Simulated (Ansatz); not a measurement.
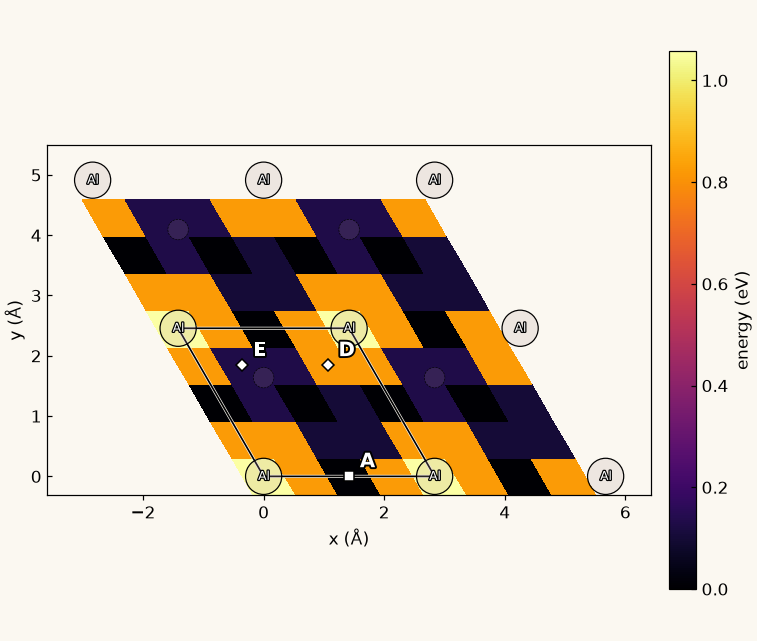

C on an Al(001) slab cut from the P6_3/mmc phase (10 atoms of substrate and one adsorbate in a 1 × 1 cell). 
- One C atom a 1 × 1 cell is placed over a mesh of places on the rigid (0 0 1) surface, and only its height is relaxed.
- Places are given modulo a cell vector. The map is drawn in real space over the plane of the surface.
- The scan uses a 4 × 4 grid.
- All energies are given in eV relative to the lowest grid point.
- This mesh misses the points at thirds of the hexagonal cell. With one adsorbate in each 1 × 1 cell, its nearest image is 2.8 Å away, so neighbouring adsorbates interact.
- Computed with DFT PBEsol, scalar-relativistic, plane waves, PAW (Ansatz 0.2.0).

The picture shows one coloured cell a grid point, labelled circles for the atoms of the top layer and small ones for the second layer, the outline of one cell of the 2 × 2 shown, lettered points.

**Rank the lettered points by energy, lowest first.**

A (0.00 eV), E (0.13 eV), D (0.82 eV).
